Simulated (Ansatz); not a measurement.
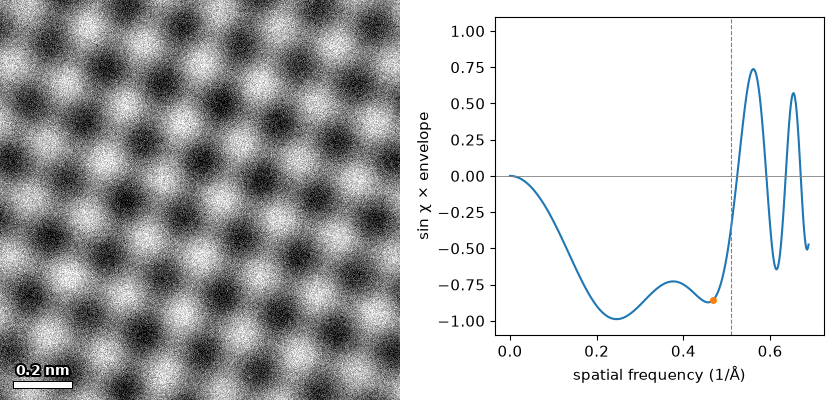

HRTEM-like image of SiC (F-43m, No. 216) along [001]. Simulated in the weak-phase-object approximation with neutral-atom potentials: 300 kV, Cs = 1.00 mm, defocus −532 Å (negative is underfocus), defocus spread 40 Å, aperture 0.51 1/Å. Shot noise and the speckle of an amorphous layer were added. Model: the geometry relaxed (final pressure about 13 GPa) with DFT PBEsol, scalar-relativistic, plane waves, PAW (Ansatz 0.2.0); the starting structure was generated, so it need not be a known form of this composition.

The plot gives the contrast transfer function, the aperture (dashed) and the crystal's spatial frequencies that carry visible contrast (dots).

What point resolution do these settings give, and which lattice spacings pass?

About 2.0 Å (0.66 |Cs|^(1/4) λ^(3/4) with λ = 0.0197 Å). The spacings that carry visible contrast are {200} at 2.14 Å. Columns 1.51 Å apart are closer than that and merge.

Do the atom columns appear dark or bright, and why?

Dark. With positive Cs and underfocus sin χ is negative over the pass band, so the strongest columns (Si) come out darker than the background.
